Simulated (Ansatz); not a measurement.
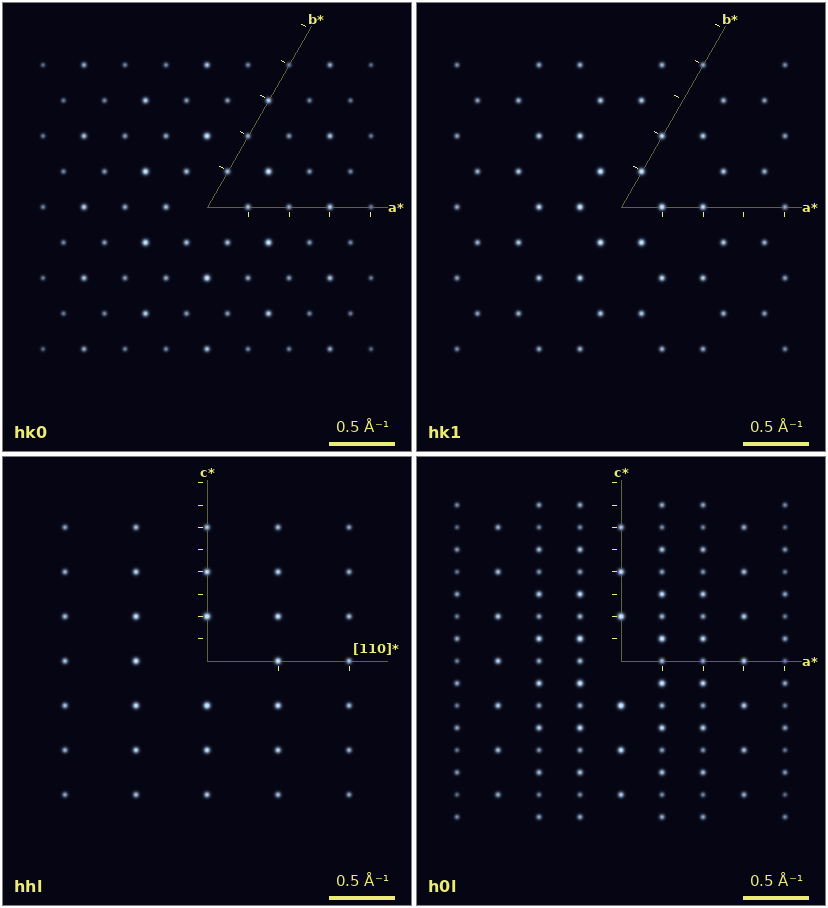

Four undistorted layers of reciprocal space, calculated for a single crystal (X-rays, kinematic |F|², B = 0.5 Å²). Tick marks count the reciprocal lattice steps of the conventional cell along each axis.

What cell do the layers give?

Answer. a* = 0.319, b* = 0.319, c* = 0.173 Å⁻¹, γ* = 60°; the cell is hexagonal with a = 3.62 Å, c = 5.77 Å (hexagonal axes).

List the systematic absences.

Answer. Reflections are present only under these conditions. hkl: no condition; hk0: no condition; h0l: no condition; hhl: l = 2n; 00l: l = 2n. The lattice is primitive (P). Further gaps, such as 0 3 1, 3 0 1, 3 0 3, come from atoms on special positions, not from the group's general conditions.

Which space groups fit?

Answer. The intensities have Laue symmetry 6/mmm (the hk0 layer shows 6mm, hk1 shows 6mm). With these conditions the candidates are P6_3mc (No. 186), P-62c (No. 190), P6_3/mmc (No. 194). Diffraction geometry alone does not choose among them; the structure has P6_3/mmc. The compound is Tb. Structure: the input geometry of an electronic-structure calculation (not necessarily at equilibrium).
